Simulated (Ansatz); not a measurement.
A periodic structure is given below.

```
Si Ti
1.0
     3.51705    0.00000    0.00000
     0.00000    3.55562    0.00000
     0.00000    0.00000   28.38289
Si Ti
8 4
Direct
  0.00000 0.25000 0.30195
  0.50000 0.75000 0.30222
  0.00000 0.75000 0.39145
  0.00000 0.25000 0.44787
  0.50000 0.25000 0.53757
  0.00000 0.75000 0.53808
  0.50000 0.75000 0.63062
  0.50000 0.25000 0.69285
  0.50000 0.25000 0.37146
  0.50000 0.75000 0.46786
  0.00000 0.25000 0.60686
  0.00000 0.75000 0.69805
```

> Interpret the file: composition, symmetry and coordination.

Formula: TiSi₂. Counting shared atoms by their share gives 4 Ti, 8 Si, or 12 atoms. Neighbours within bonding distance: Ti 6 to 10 (mean 9.0) and Si 6 to 8 (mean 7.5). Not all metal-metal contacts are counted. The bonds build TiSi2 layers parallel to (001).

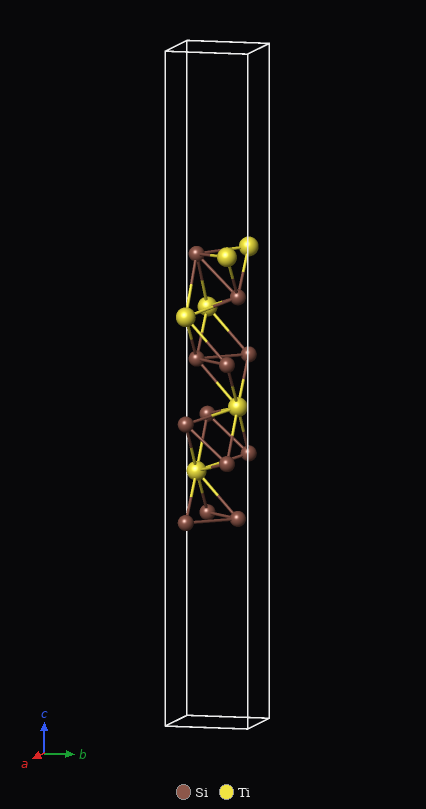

An orthographic ball-and-stick view of the structure, slightly off an axis. The lines enclose the simulation cell; boundary atoms appear with their images. Colours: titanium yellow, silicon brown.

The model was built from a structure listed in the Materials Project, from which a slab was cut. The atoms were relaxed in a fixed cell with DFT PBEsol, scalar-relativistic, plane waves, PAW in Ansatz 0.2.0, but for six held in place.

At this level of theory the cell isn't at rest (forces up to 0.9 eV/Å), so its distances can differ from those at equilibrium, the more so the softer the solid.
